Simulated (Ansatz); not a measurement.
A series of calculations on Hg

**1. Relaxation**

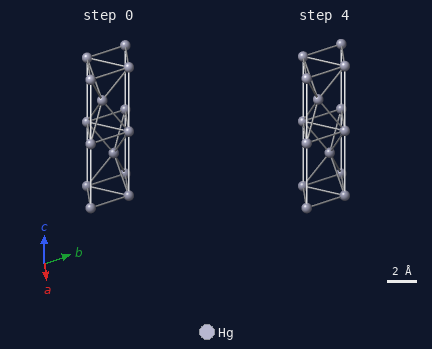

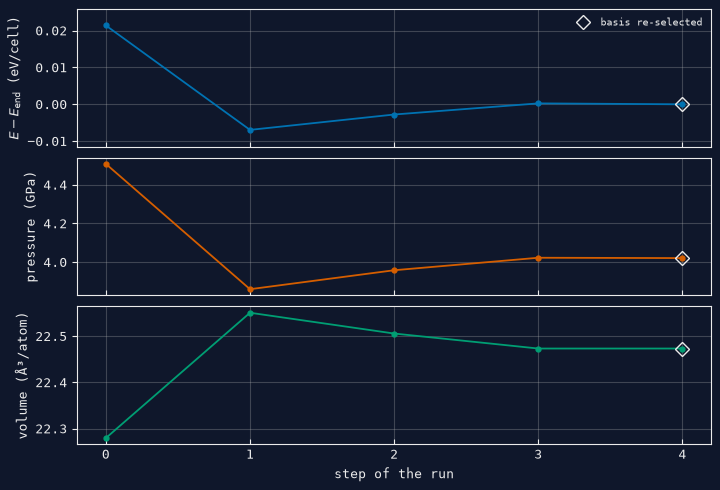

First and last geometry of a relaxation of solid Hg (set up in P6_3/mmc), with the history of the run. A ball-and-stick model of the cell of the calculation, seen from a free direction.

Case: relaxed at 4 GPa.

Method: DFT PBE+D3(BJ), scalar-relativistic, plane waves, PAW in Ansatz 0.2.0.

Input file:
```yaml
crystal:
  lattice:
    - [3.1943336085, 0.0, 0.0]
    - [-1.5971668043, 2.7663740532, 0.0]
    - [0.0, 0.0, 10.0850032657]
  atoms:
    - { symbol: Hg, position: [0.0, 0.0, 0.0] }
    - { symbol: Hg, position: [0.3333333333, 0.6666666667, 0.25] }
    - { symbol: Hg, position: [0.0, 0.0, 0.5] }
    - { symbol: Hg, position: [0.6666666667, 0.3333333333, 0.75] }
basis:
  ecutwfc: 420
kpoints:
  mp_grid: { grid: [12, 12, 4] }
hamiltonian:
  xc: pbe
  dispersion: d3bj
scf:
  occupations: { method: gaussian, width: 0.1 }
output:
  forces: true
  stress: true
  eigenvalues: true
  write_density: true
  write_potential: true
  elf: true
  volumetric_format: npy
relax:
  adjacent_minimum: "off"
  f_tol: 0.008
  max_steps: 50
  cell: { stress_tol: 0.08, p_target: 4.0 }
```

Launched with:
```bash
ansatz run input.yaml --threads 1 --pin off --max-ram 2560MiB --backend cpu --events-out ev --progress --plain --runs-dir out
```

**What do the curves and the structures tell?**

It converged. The atoms keep their places relative to the cell (all moves are under 0.005 Å). The volume changes by +0.9 %, with a = b 3.194 → 3.192 Å (−0.1 %), c 10.085 → 10.187 Å (+1.0 %). Near-neighbour distances that change, for instance: Hg1–Hg2 3.124 → 3.144 Å. The space group stays P6_3/mmc (No. 194). After 3 accepted moves (4 points after the start) the energy has fallen by 21.4 meV per cell of the calculation. With the target pressure of 4 GPa, the enthalpy E + pV changes by −2.1 meV per cell of the calculation. All forces vanish by symmetry, so only the cell relaxes. The pressure goes from 4.51 to 4.02 GPa. At 1 point the geometry stayed and the basis and grid were re-selected for the new cell (energy shift of 0.2 meV per cell of the calculation at most each time).

**2. Relaxation**

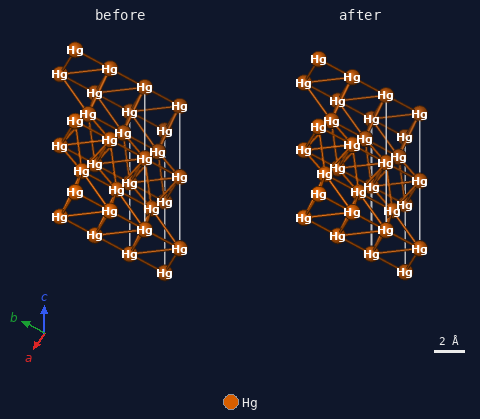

The structure of crystalline Hg (set up in P6_3/mmc) before (left) and after (right) a relaxation, at one scale.

Style: ball-and-stick. Shown: the cell of the calculation, repeated 1 × 3 × 1 with one cell outlined, from a free direction.

The calculation used Ansatz 0.2.0, DFT PBE+D3(BJ), scalar-relativistic, plane waves, PAW. Set-up: plane-wave cutoff 420 eV; k-point mesh 12 × 12 × 4; occupations gaussian; smearing width 0.1 eV; no spin polarisation; cell and atoms relaxed; force threshold 0.005 eV/Å; at most 80 steps.

> Describe what moved and what it gained.

The atoms keep their places relative to the cell (all moves are under 0.005 Å). The drawn cell changes as follows: a = b 3.442 → 3.328 Å (−3.3 %), c 11.062 → 10.486 Å (−5.2 %); the volume changes by −11.4 %. Some distances before and after: Hg–Hg 3.406 → 3.250 Å, Hg–Hg 3.442 → 3.328 Å. The space group stays P6_3/mmc (No. 194). The energy falls by 53.0 meV per cell of the calculation in 5 accepted moves (7 points after the start). All forces vanish by symmetry, so only the cell relaxes. Pressure: −1.23 GPa at the start and 0.00 GPa at the end. The SCF was repeated twice at an unchanged geometry on a basis and grid sized afresh for the cell, which shifted the energy by 4.2 meV per cell of the calculation at most. The run took 89 s on 1 thread of Intel(R) Xeon(R) Platinum 8259CL CPU @ 2.50GHz (Skylake/Cascade Lake), with other jobs on the host, peak memory 0.57 GiB.

**3. A change**

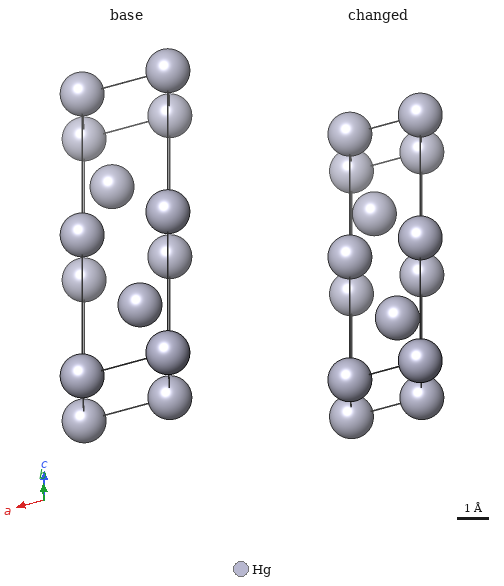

Left: solid Hg (set up in P6_3/mmc). Right: the same structure after one change, at the same scale. A spheres-only model of the cell of the calculation, seen from a free direction.

Computed with DFT PBE+D3(BJ), scalar-relativistic, plane waves, PAW in Ansatz. Settings: plane-wave cutoff 420 eV; occupations gaussian; smearing width 0.1 eV; no spin polarisation. The k-mesh is chosen for each cell (12×12×4, 18×18×6).

The crystal is put under a hydrostatic pressure of 90 GPa. Cell and atoms are relaxed at that pressure.

How do the computed properties respond?

Answer. It costs 1478 meV per atom. (The two runs use different k-meshes.) The pressure goes from 0.0 to 90.0 GPa. Cell: a = b 3.328 → 2.731 Å (−17.9 %), c 10.486 → 9.135 Å (−12.9 %). Volume −41.3 %. The atoms keep their places relative to the cell (all moves are under 0.005 Å). Among the bonded contacts that change: Hg–Hg 3.328 → 2.731 Å, Hg–Hg 3.250 → 2.775 Å. The space group stays P6_3/mmc (No. 194).

**4. Series**

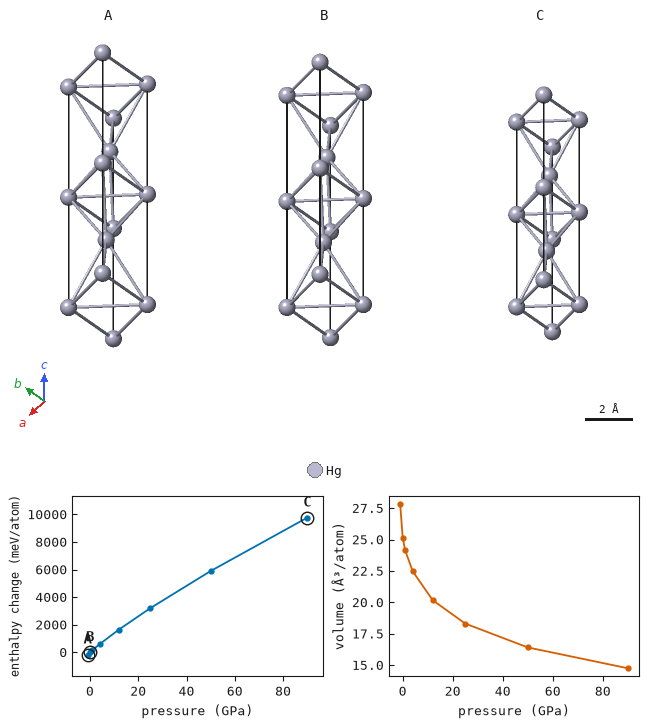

Members of a series of calculations on crystalline Hg (set up in P6_3/mmc), marked on the first curve. The picture is a ball-and-stick view of the cell of the calculation, seen from a free direction.

Method: Ansatz, DFT PBE+D3(BJ), scalar-relativistic, plane waves, PAW. Settings: plane-wave cutoff 420 eV; occupations gaussian; smearing width 0.1 eV; no spin polarisation. The k-mesh is chosen for each cell (12×12×4, 18×18×4, 18×18×6).

Q: Describe the series.

A: The structure is relaxed at several pressures. A (pressure −1.0 GPa): enthalpy change −165 meV/atom, volume 27.83 Å³ per atom. B (pressure 0.0 GPa): enthalpy change 0.0 meV/atom, volume 25.15 Å³ per atom. C (pressure 90.0 GPa): enthalpy change 9765 meV/atom, volume 14.75 Å³ per atom. The rest compares A with C. The drawn cell changes as follows: a = b 3.434 → 2.731 Å (−20.5 %), c 10.902 → 9.135 Å (−16.2 %); the volume changes by −47.0 %. Some distances before and after: Hg–Hg 3.434 → 2.731 Å, Hg–Hg 3.370 → 2.775 Å.
